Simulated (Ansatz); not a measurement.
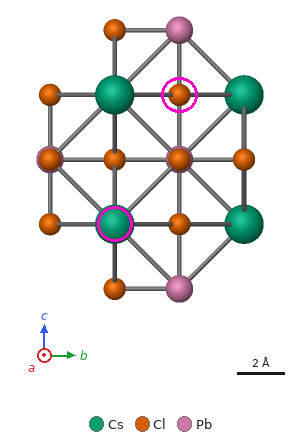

Perfect CsPbCl3. A ball-and-stick model of the atoms within 6.0 Å of one point, seen along the a axis.

Theory: Ansatz, DFT, PBEsol, PAW, plane waves. (plane-wave cutoff 420 eV; k-point mesh 1 × 1 × 1; mesh shifted by (0.25, 0.25, 0.25); no spin polarisation) Fermi-Dirac smearing of 0.01 eV. The axes drawn are those of the host's conventional cell.

A chlorine atom is replaced by caesium and a caesium atom is replaced by chlorine, the two sites 6.9 Å apart at the ringed places, in charge state 0. The supercell has 40 sites, and the atoms are relaxed at the host's cell.

How do the neighbours respond?

Answer. In the host the Cl atom has 2 Pb at 2.81 Å; the Cs atom ends with 8 Cl at 3.42 to 3.69 Å, 2 Pb at 3.53 Å. In the host the Cs atom has 12 Cl at 3.97 Å; the Cl atom ends with 2 Pb at 2.74 Å. Of the host's atoms, a chlorine atom moves furthest from its site, by 1.61 Å. The Cs atom itself moves 0.15 Å from where it was put. The Cl atom itself moves 2.72 Å from where it was put.

The relaxed defect, seen from the same direction:

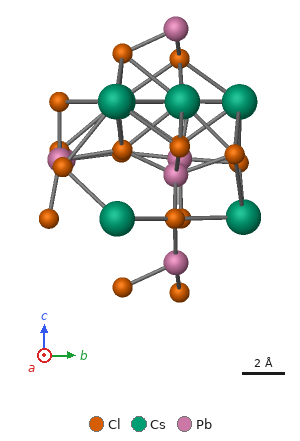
